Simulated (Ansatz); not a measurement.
**Debugging a many-body input for HfS2/HfS2 (1T bilayer)**

What is wrong with this input for HfS2/HfS2 (1T bilayer)?

Calculated with Ansatz 0.2.0; G0W0 on PBEsol, plane waves, PAW; PAW set soft_1.

### Step 1. Set-up

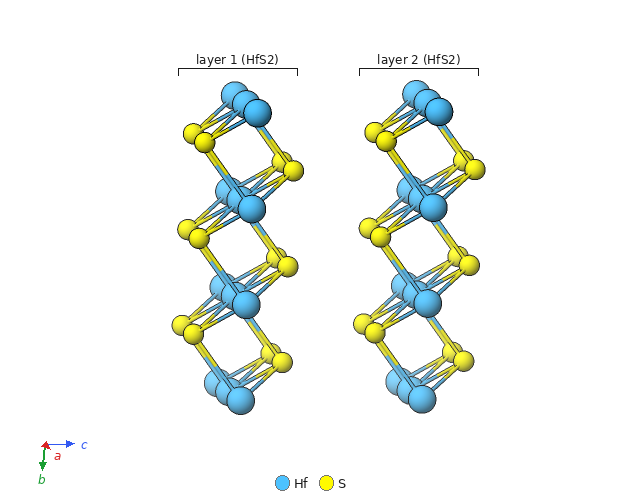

The starting structure, seen from the side, with the c axis across the page (hafnium blue, sulfur yellow). 2×3×1 cells are drawn. Some periodic images of atoms are drawn too.

The cell holds 6 atoms: 2 Hf and 4 S. Its edges and angles: a = 3.564 Å, b = 3.564 Å, c = 40.200 Å, α = 90.0°, β = 90.0°, γ = 120.0°. Regions: layer 1 (HfS2), 3 atoms (1 Hf and 2 S); layer 2 (HfS2), 3 atoms (1 Hf and 2 S). Vacuum lies along c.

The structure was relaxed with PBEsol-D3(BJ). The runs that relaxed it are not among those shown. Spin-orbit coupling is left out unless a step names it. The default PAW set here is soft_1. Its files were made with PBE. The Coulomb interaction is cut off across the vacuum.

### Step 2. First try

The input, input.yaml:

```yaml
crystal:
  lattice:
    - [3.5640158242, 0.0, 0.0]
    - [-1.7820079121, 3.0865282433, 0.0]
    - [0.0, 0.0, 40.2]
  atoms:
    - { symbol: Hf, position: [0.0, 0.0, 0.4303632353] }
    - { symbol: S, position: [0.3333333333, 0.6666666667, 0.4665628858] }
    - { symbol: S, position: [0.6666666667, 0.3333333333, 0.3941438441] }
    - { symbol: Hf, position: [0.0, 0.0, 0.5696367647] }
    - { symbol: S, position: [0.3333333333, 0.6666666667, 0.6058561559] }
    - { symbol: S, position: [0.6666666667, 0.3333333333, 0.5334371142] }
  periodic: [true, true, false]
kpoints:
  mp_grid: { grid: [3, 3, 1] }
hamiltonian:
  xc: pbesol
  pseudopotentials: { kind: paw_fr, azcp: { folder: soft_1 }, xc_functional: pbe }
scf:
  occupations: { method: fixed }
magnetization:
  noncollinear: true
  spin_orbit: true
gw:
  n_empty_bands: 466
  ecut_chi: 60
  qp_bands: [v2, c2]
  qp_kpoints: band_edges
  screening: { model: contour_deformation }
```

On the command line:

```bash
$ ansatz run input.yaml --threads 8 --pin off --max-ram 17510MiB --backend cpu --events-out ev --progress --plain --runs-dir out
```

Numbers of over 12 decimals in the logs are rounded to 6 here.

The log of the run:

```text
Error: gw: with magnetization.noncollinear: true — the χ₀/Σ pipeline is wired for the unpolarised channel only — spinor oscillator elements and the per-channel sum are not implemented; use an unpolarised deck
```

The job ended after 0.03 s (8 threads of Arm Neoverse V1, shared host; peak memory 0.033 GiB).

**Diagnosis.**

The input was rejected at the start.

The program's message: “Error: gw: with magnetization.noncollinear: true — the χ₀/Σ pipeline is wired for the unpolarised channel only — spinor oscillator elements and the per-channel sum are not implemented; use an unpolari …”

The fault: spin-orbit coupling. The physics allows it, but this program's G0W0 has no spinor form; spin-orbit coupling is taken from a separate density-functional step.

### Step 3. A better input

G0W0 replaces the xc potential by the self-energy, built once from these orbitals. Only a window of levels is corrected, while the sums run over the empty bands that the input names. This step takes PAW set soft_1 files.

Changes to input.yaml since step 2:

```diff
@@ -14,14 +14,12 @@
 kpoints:
-  mp_grid: { grid: [3, 3, 1] }
+  mp_grid: { grid: [6, 6, 1] }
 hamiltonian:
   xc: pbesol
-  pseudopotentials: { kind: paw_fr, azcp: { folder: soft_1 }, xc_functional: pbe }
+  pseudopotentials: { kind: paw, azcp: { folder: soft_1 }, xc_functional: pbe }
 scf:
   occupations: { method: fixed }
-magnetization:
-  noncollinear: true
-  spin_orbit: true
+  convergence: { dr2_threshold: 1.0e-10 }
 gw:
-  n_empty_bands: 466
-  ecut_chi: 60
+  n_empty_bands: 652
+  ecut_chi: 75.0
   qp_bands: [v2, c2]
```

The log of the run:

```text
[...]
Crystal: 6 atoms, lattice volume = 442.218 Å³
Basis set: ecut = 420 eV, 8505 PW (Γ)
Bands: 46, of which v1, the nominal top of the filled ones, is band 38 counted from 1 (37 counted from 0)
Symmetry: 12 space group operations
[...]
k-points: 7 of 36
[...]
SCF iter   1: F=—  HF=-34748.135151 eV  |F-HF|=—  |Δ(HF+E_count)|=         —  Δρ=2.69e-2  dr2=4.75e0  ethr=3.10e-3  ⟨swp⟩=7.0  Hψ=1596  notcnv=0  defer=39
[...]
SCF iter  14: F=-34746.598816 eV  HF=-34746.598816 eV  |F-HF|=2.91e-11  |Δ(HF+E_count)|=  2.91e-11  Δρ=5.64e-8  dr2=1.88e-11  ethr=1.00e-12  ⟨swp⟩=22.6  Hψ=2332  notcnv=0
SCF 1 converged in 14 iterations: F = -34746.598816 eV  dr2 = 1.88e-11
[...]
NSCF: frozen V_eff on 7 k-points
G₀W₀ screening: q 1/7
[... further progress lines ...]
SCF converged after 14 iterations
Free energy (F): -34746.598816 eV
[...]
0    37     -6.1953   -18.7015     1.7967   -16.5087  0.7323    -6.5957    -6.5913  root
     0    38     -6.1953   -18.7015     1.7967   -16.5087  0.7323    -6.5957    -6.5913  root
     0    39     -4.3166   -10.8485    -4.5148   -16.1020  0.7362    -3.5581    -3.5779  root
     0    40     -4.3166   -10.8485    -4.5148   -16.1020  0.7362    -3.5581    -3.5779  root
     1    37     -6.8124   -18.1865     1.7409   -16.0662  0.7284    -7.1963    -7.1919  root
     1    38     -6.4787   -18.1126     1.9512   -15.7538  0.7242    -6.8914    -6.8863  root
     1    39     -4.4832   -10.5669    -4.2445   -15.4872  0.7380    -3.7915    -3.8074  root
     1    40     -4.4541   -10.5865    -4.2908   -15.5571  0.7364    -3.7579    -3.7744  root
[...]
3    37     -7.3001   -18.1505     2.2638   -15.4360  0.7148    -7.7584    -7.7507  root
     3    38     -7.2234   -18.7458     2.2779   -15.9939  0.7232    -7.7047    -7.6973  root
     3    39     -5.2955   -10.3783    -3.7338   -14.7027  0.7420    -4.6947    -4.7050  root
     3    40     -5.2115   -10.5368    -3.6919   -14.8225  0.7407    -4.6070    -4.6176  root
[key lines of the parts left out:]
Fermi energy:    -6.195290 eV
```

It took 5.1 min on 8 threads; peak memory 8.6 GiB.

This step gave:

- bands summed: 690
- plane waves in the screening matrix: 711
- q-points in the mesh: 36
- G0W0 gap on the mesh: 1.886 eV
- k of the valence top: 0, 0, 0
- k of the conduction bottom: 0, -0.5, 0
- starting gap on the mesh: 0.8998 eV
- Z at the valence top: 0.7323
- Z at the conduction bottom: 0.7420
- least direct G0W0 gap on the computed points: 2.953 eV

The gap on the mesh goes from 0.90 eV to 1.89 eV, a correction of +0.99 eV. Between the two edge states, bare exchange in place of the xc potential would open the gap by 6.52 eV, and correlation takes back 5.53 eV.

### Step 4. What came out

- first try: refused after 0.03 s
- better run: G0W0 gap on the mesh 1.89 eV (6×6×1 mesh, 652 empty bands, screening to 75 eV, PAW set soft_1 files)

The second run differs in: start, files, mesh, empty bands and screening cutoff (eV). Bands and cutoff are finite, so the gap is not at the basis limit. The miss can reach some tenths of an eV and take either sign; the mesh is an error of its own. The mesh in the plane is coarse for a sheet; gap and any exciton binding can still move on denser ones. The many-body steps are scalar-relativistic: spin-orbit coupling is not in them.

[Paths, hosts, dates, memory and timing lines, banners, echoed tables and standing remarks are left out of the program output.]

[Logs are printed without paths, hosts, clocks, repeated set-up lines and the standing remarks that a program may print on its own settings, such as how far it seeks lower states.]

[Runs of the session that timed out or met a known fault of the program may be left out.]

[Cells called generated may have been cut or substituted from an entry of the Crystallography Open Database or the Materials Project.]

[Hosts, paths, dates, database ids (printed as entryN), source tags and the programs' standing remarks are cut or masked in the printed files.]
